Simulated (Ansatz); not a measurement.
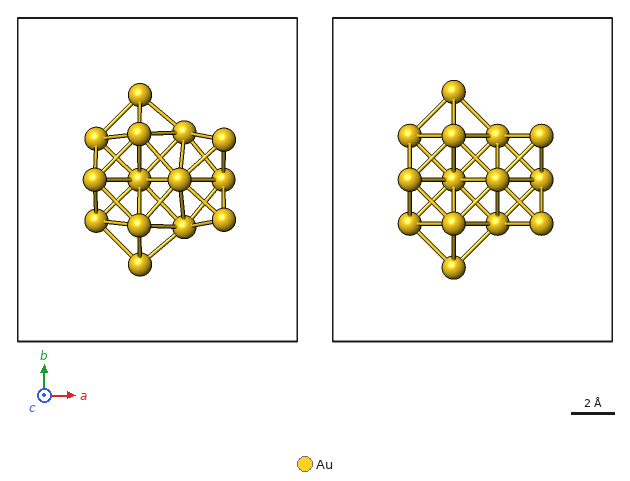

Two geometries of a wire of composition Au, drawn at one scale. One is the start of a relaxation, the other its converged end. The picture is a ball-and-stick view of the 2 repeat of the cell, with the vacuum cut short, seen along the c axis.

Level of theory: Ansatz, DFT PBE, scalar-relativistic, plane waves, PAW. Settings: plane-wave cutoff 420 eV; k-point mesh 1 × 1 × 13; occupations gaussian; smearing width 0.05 eV; no spin polarisation; cell relaxed at fixed a, b, alpha, beta, gamma; force threshold 0.02 eV/Å; at most 45 steps.

### Which one is relaxed?

The left one is the relaxed one. Case: wire along [0 0 1], 14 atoms a period. The largest moves relative to the centre of the atoms, 0.22 Å, are those of Au atoms. Along the periodic axis the drawn cell goes c 8.316 → 8.076 Å (−2.9 %). Some distances before and after: Au–Au 2.940 → 2.744 Å, Au–Au 2.940 → 2.774 Å, Au–Au 2.940 → 3.091 Å, Au–Au 2.940 → 2.800 Å. Among the angles between lasting bonds that change: Au–Au–Au 120.0° → 127.5°, Au–Au–Au 120.0° → 125.5°, Au–Au–Au 60.0° → 64.9°. After 4 accepted moves (5 points after the start) the energy has fallen by 0.943 eV per cell of the calculation. Largest force component: 1.1 eV/Å at the start, 0.015 eV/Å at the end. At 1 point the geometry stayed and the basis and grid were re-selected for the new cell (energy shift of 2.7 meV per cell of the calculation at most each time). Cost: 4.1 min on 4 threads of Intel(R) Xeon(R) Platinum 8259CL CPU @ 2.50GHz (Skylake/Cascade Lake) (shared host), peak memory 3.6 GiB.
